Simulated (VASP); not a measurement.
Input file:

```
SYSTEM = Fe
PREC = Accurate
ENCUT = 520
EDIFF = 1E-6
ISMEAR = 0
SIGMA = 0.1
LREAL = .FALSE.
LASPH = .TRUE.
NELM = 150
ALGO = Fast
ISIF = 2
LWAVE = .FALSE.
LCHARG = .TRUE.
ISPIN = 2
MAGMOM = 4 -4
LORBIT = 11
LMAXMIX = 4
GGA = PE
LELF = .TRUE.
LVHAR = .TRUE.
NBANDS = 19
```

Launched as:

```sh
cat potpaw_PBE.64/Fe/POTCAR > POTCAR
mpirun -np 1 vasp_std > vasp.out
```

Below, planes, directions and counts refer to the cell of the magnetic structure (a = 2.47 Å, b = 2.47 Å, c = 12.12 Å, α = 90.00°, β = 90.00°, γ = 120.00°).

Space group Fm-3m; computed pressure about −4 GPa in this cell; spin-polarised.

All numbers below come from Kohn-Sham DFT of a periodic cell, PBE, VASP PAW PBE potentials, recommended (VASP 6.6.1).

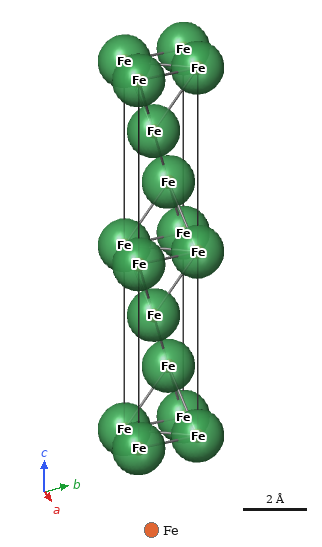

Fe. Isosurface of the valence charge density (pseudo) at 0.6 e/Å³ (green), seen slightly off an axis. Sticks mark near contacts.

Core electrons are frozen (PAW), and the valence fields are smoothed inside the atomic spheres.

How is the density connected at this value?

At this value the density breaks into separate islands; it holds about 65 % of the electrons treated as valence. It bridges none of the near contacts. It is pinched off along the sampled Fe–Fe (2.47 Å) contacts. On the grid the lowest density along these lines, outside the cores, is 0.35 e/Å³ (Fe–Fe, 2.47 Å).
